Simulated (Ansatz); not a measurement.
A periodic structure is given below.

```xyz
2
Lattice="2.6342 0.0000 0.0000 -1.3171 2.2813 0.0000 0.0000 0.0000 4.6199" Properties=species:S:1:pos:R:3 pbc="T T T"
Ti    0.0000    0.0000    0.0000
Al    0.0000    1.5209    2.3100
```

Work out the structure from the coordinates.

The solid is TiAl. Its lattice is primitive hexagonal, its space group P-6m2 (No. 187). Counting shared atoms by their share gives 1 Ti, 1 Al, or 2 atoms. Ti is linked to six Ti and six Al in an anticuboctahedral arrangement (2.63 Å to Ti, 2.77 Å to Al). About every Al there are six Ti and six Al in an anticuboctahedral arrangement (2.77 Å to Ti, 2.63 Å to Al). The bonds build a three-dimensional framework.

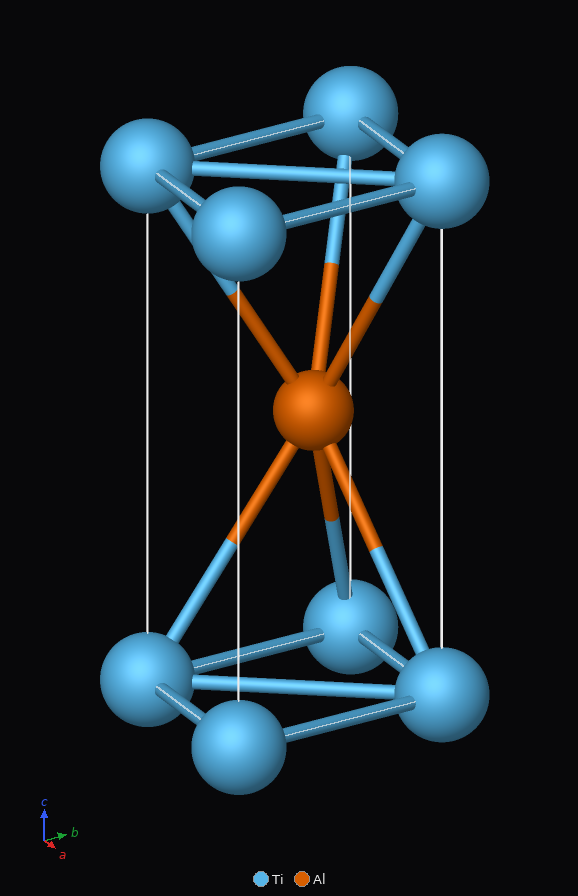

The structure above is drawn in ball-and-stick style and viewed slightly off an axis. One conventional unit cell is outlined, and atoms on its boundary appear in each equivalent place. Colours: titanium blue, aluminium orange.

It goes back to a structure listed in the Materials Project. The cell was then strained or its atoms displaced on purpose. It went into a calculation with Ansatz.

At this level of theory the cell isn't at rest (compressed, at 22 GPa), so its distances can differ from those at equilibrium, the more so the softer the solid.
